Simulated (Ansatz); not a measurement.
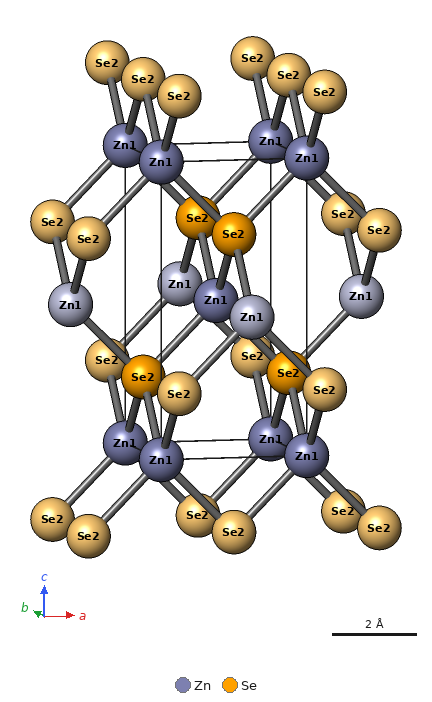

Figure 1. The structure (ball-and-stick view of the cell 2 times as large as that of the calculation, set on its symmetry axes, seen slightly off an axis; neighbours outside the cell are drawn fainter; atoms are numbered from 1 in the order of the input).

## Run report: ZnSe, single-point calculation

ZnSe (I-4m2, 2 atoms in the cell), computed with DFT LDA, scalar-relativistic, plane waves, PAW, no spin polarisation (Ansatz 0.2.0).

The structure derives from an entry of the Crystallography Open Database. It belongs to a series of runs on one base structure; here: ratio of the length along z to the lengths across it x 1.414, volume and fractional coordinates fixed. Figures and captions count atoms from 1; the log counts them from 0 in places.

Input
```yaml
crystal:
  lattice:
    - [0.0, 2.5247558828, 3.5700048183]
    - [2.5247558828, 0.0, 3.5700048183]
    - [2.5247558828, 2.5247558828, 0.0]
  atoms:
    - { symbol: Zn, position: [0.0, 0.0, 0.0] }
    - { symbol: Se, position: [0.75, 0.75, 0.75] }
basis:
  ecutwfc: 420
kpoints:
  mp_grid: { grid: [10, 10, 10] }
hamiltonian:
  xc: lda
scf:
  occupations: { method: gaussian, width: 0.05 }
output:
  forces: true
  stress: true
  eigenvalues: true
  write_density: true
  write_potential: true
  elf: true
  volumetric_format: npy
```

Run on 1 thread of Arm Neoverse V2, 112 GiB of memory available, shared host.

Launch command:
```bash
ansatz run input.yaml --threads 1 --pin off --max-ram 2560MiB --backend cpu --events-out ev --progress --plain --runs-dir out
```

The program's output
```
Engine: ansatz 0.2.0, aarch64-unknown-linux-gnu
Pseudopotentials: kind: paw
Pseudopotential: Zn, paw, valence charge 12, recommended cutoff 420 eV (normal), Zn.paw.azcp
Pseudopotential: Se, paw, valence charge 16, recommended cutoff 420 eV (normal), Se.paw.azcp
Functional definition: SPW92
  exchange = slater_x
  correlation = pw_c
Crystal: 2 atoms, lattice volume = 45.513 Å³
Basis set: ecut = 420 eV, 899 PW (Γ)
Bands: 18, of which v1, the nominal top of the filled ones, is band 14 counted from 1 (13 counted from 0)
Symmetry: 8 space group operations
Space group: I-4m2 (ITA 119), of the structure as read, at distance tolerance 3.6e-5 Å
k-points: 102 of 1000 (time reversal used)
Non-local potential: Zn, projectors of the file, l = 0: 2, l = 1: 2, l = 2: 3, l = 3: 1
Non-local potential: Se, projectors of the file, l = 0: 2, l = 1: 2, l = 2: 3, l = 3: 1
PAW form: soft (Blöchl's): semilocal exchange-correlation on the pseudo side does not see the compensation charge
PAW frozen core: Zn, regenerated for the run's functional, and the local potential with it (the file was generated under x = pbe(κ = 0.804, μ = 0.2195149727645171), c = pbe(β = 0.06672455060314922))
PAW frozen core: Se, regenerated for the run's functional, and the local potential with it (the file was generated under x = pbe(κ = 0.804, μ = 0.2195149727645171), c = pbe(β = 0.06672455060314922))
PAW one-centre angular grid: Zn, 590 points (default); XC on 64 Gauss nodes
PAW one-centre angular grid: Se, 590 points (default); XC on 64 Gauss nodes
Initial density: superposition of atomic densities (neutral atoms: chi_scale 0, normalization atom), corrected by the library's trained network
Initial wavefunctions: pseudopotential atomic-orbital guess
Functional: x = slater, c = lda
SCF iter   1: F=—  HF=-8630.194127 eV  |F-HF|=—  |Δ(HF+E_count)|=         —  Δρ=4.86e-3  dr2=4.70e-3  ethr=1.77e-3  ⟨swp⟩=5.9  Hψ=9232  notcnv=0
preconditioner: auto → none  [insulator: Δε(μ)=0.400 eV  Ē_g=11.585 eV  σ=0.050 eV  W_gap=0.90  n_scr=14 (ndim 8)  ℏωp=23.4 eV  f_vac=0.068  D(μ)=0.11/eV (n_scr^D=0)  ε∞_Penn≈5.1]
SCF iter   2: F=—  HF=-8630.192908 eV  |F-HF|=—  |Δ(HF+E_count)|=   1.22e-3  Δρ=1.89e-3  dr2=8.71e-4  ethr=1.68e-5  ⟨swp⟩=2.0  Hψ=3307  notcnv=0
SCF iter   3: F=—  HF=-8630.192809 eV  |F-HF|=—  |Δ(HF+E_count)|=   9.89e-5  Δρ=1.42e-3  dr2=4.41e-4  ethr=3.11e-6  ⟨swp⟩=2.0  Hψ=2653  notcnv=0
SCF iter   4: F=—  HF=-8630.192667 eV  |F-HF|=—  |Δ(HF+E_count)|=   1.42e-4  Δρ=1.24e-4  dr2=6.40e-6  ethr=1.58e-6  ⟨swp⟩=2.0  Hψ=2631  notcnv=0
SCF iter   5: F=—  HF=-8630.192665 eV  |F-HF|=—  |Δ(HF+E_count)|=   1.79e-6  Δρ=2.57e-5  dr2=3.18e-7  ethr=2.29e-8  ⟨swp⟩=2.0  Hψ=2629  notcnv=0
SCF iter   6: F=-8630.192665 eV  HF=-8630.192665 eV  |F-HF|=1.73e-8  |Δ(HF+E_count)|=   8.13e-8  Δρ=5.09e-6  dr2=8.03e-9  ethr=3.57e-10  ⟨swp⟩=9.1  Hψ=12735  notcnv=0
SCF 1 converged in 6 iterations: F = -8630.192665 eV  dr2 = 8.03e-9
  Residual-converged pass: ⟨swp⟩=1.0  Hψ=2245  notcnv=0  max |occ|·‖R‖ = 7.1e-9 eV (tolerance 1.0e-8 eV)  dr2=8.03e-9  dr2_onsite=1.64e-8  max |Δocc| = 6.0e-12
  greatest PAW one-centre occupation: 1.000 electrons in one spin orbital (limit 2), on the Se atom at site 1 (counted from 0), in its partial waves of l = 2
SCF converged after 6 iterations
Free energy (F): -8630.192665 eV
Harris-Foulkes:  -8630.192665 eV  (|F-HF|=1.73e-8)
Internal energy: -8630.192531 eV  (E = F + TS)
E sigma→0 (E₀):  -8630.192598 eV
Entropy (-TS):   -0.000134 eV (-0.067 meV/atom)
Fermi energy:    7.238099 eV
--- Per-component energies (eV) ---
  E_band       = -390.751594
  E_kinetic    = 250.061270
  E_local      = -4320.412892  (includes V_loc(G=0)·N_el)
  E_nonlocal   = 28.329344
  E_hartree    = 1994.196049
  E_xc         = -238.168676
  E_vxc        = -150.836002  (∫ρ·V_xc dr)
  E_paw        = -3584.192870  (= ΣΔE_a)
  E_vpaw       = -186.290289  (= ΣTr[D̂ρ^β])
  E_aug_tail   = -0.000981  (compensation charges beyond the density's cutoff)
  E_ewald      = -2763.778280
  E_core_change = 3.774504  (= ΣΔE_core)
  E_smearing   = -0.000134  (= −TS)
  E_closure    = 0.000000  (closes the sum)
  Σ components = -8630.192665   (vs F -8630.192665, Δ=0.00e0)
--- Forces (eV/Å), atoms counted from 1 ---
  atom   1  Zn     0.00000000     0.00000000     0.00000000
  atom   2  Se    -0.00000000     0.00000000    -0.00000000
  max |Σ_I F_I| component: 9.76e-17 eV/Å
--- Stress (GPa, compression-positive) ---
        2.715060      -0.000000       0.000000
       -0.000000       2.715060      -0.000000
        0.000000      -0.000000     -18.917752
  P = ⅓ Tr σ = -4.4959 GPa (-44.959 kbar)
--- Band table (eV; the first three rows and the last of 102) ---
  k-point 0: bands = ["-40.4355", "-40.4143", "-40.4143", "-40.3434", "-40.3402", "-6.6558", "-0.2979", "-0.1051", "-0.1051", "0.0365", "0.1021", "4.9577", "6.5926", "7.1425", "7.1425", "12.8386", "12.8386", "13.0094"]
  k-point 1: bands = ["-40.4355", "-40.4143", "-40.4143", "-40.3433", "-40.3402", "-6.5831", "-0.2894", "-0.1134", "-0.0971", "0.0460", "0.0968", "4.5961", "6.0637", "7.1202", "7.7154", "12.0135", "13.0208", "13.4341"]
  k-point 2: bands = ["-40.4354", "-40.4144", "-40.4143", "-40.3430", "-40.3403", "-6.3824", "-0.2698", "-0.1251", "-0.0767", "0.0759", "0.0835", "3.7367", "5.4229", "7.0705", "8.2802", "11.3154", "13.5016", "13.7303"]
  k-point 101: bands = ["-40.4355", "-40.4142", "-40.4142", "-40.3434", "-40.3402", "-5.9854", "-0.1246", "-0.0105", "0.0356", "0.0356", "0.1094", "0.5303", "5.8905", "5.8905", "10.7994", "11.8554", "14.5309", "17.2680"]
```

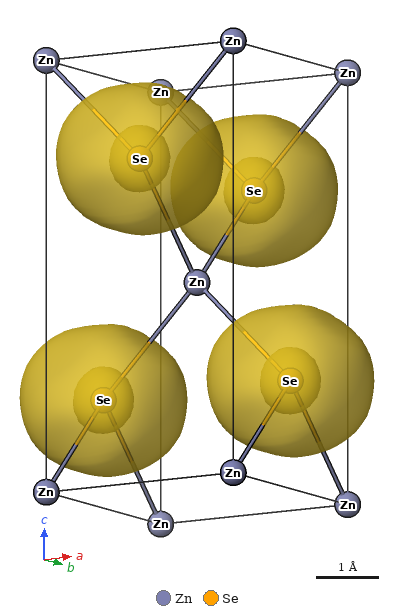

Figure 2. Isosurface of the electron localisation function at 0.6 (yellow), seen at an oblique angle. Only the valence region is drawn (cores and ρ < 0.01 e/Å³ removed). Sticks mark near contacts. The outline is the cell set on symmetry axes. Values along the shortest contacts: Zn–Se (2.52 Å): the ELF is about 0.55 at the midpoint (no shared pair; the contact is polar). Core electrons are frozen (PAW), so the fields are smoothed inside the atomic spheres.

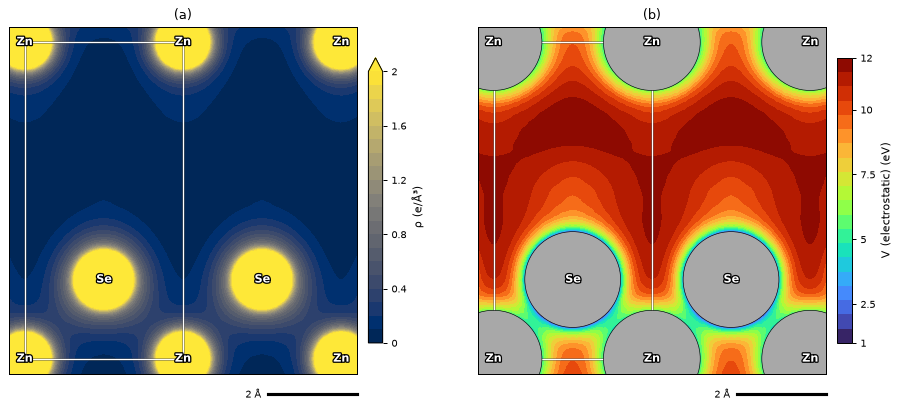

Figure 3. (a) valence electron density; (b) electrostatic potential (local pseudopotential plus Hartree) felt by an electron on the (100) plane of the conventional cell. Grey discs, where drawn, cover atomic cores. Atoms in the plane: Zn and Se. Zn–Se (2.52 Å): ρ is about 0.4 e/Å³ halfway. Away from the nuclei the density in this plane falls to 0.02 e/Å³ at its lowest. Outside the cores the potential energy rises away from the atoms and is highest about 2.5 Å from the nearest atoms; outside the discs it spans about 10 eV, and its zero is arbitrary.

Results in brief

| quantity | value |
| --- | --- |
| outcome | converged |
| space group (tolerance 0.01 Å) | I-4m2 (119) |
| electrons treated | 28 |
| free energy | −8630.1927 eV |
| Fermi energy | 7.238 eV |
| gap on the k-point mesh | none (metallic) |
| pressure | −4.50 GPa |
| largest force (length of the vector) | under 0.001 eV/Å |
| wall time | 8.8 s |
| peak memory | 0.38 GiB |
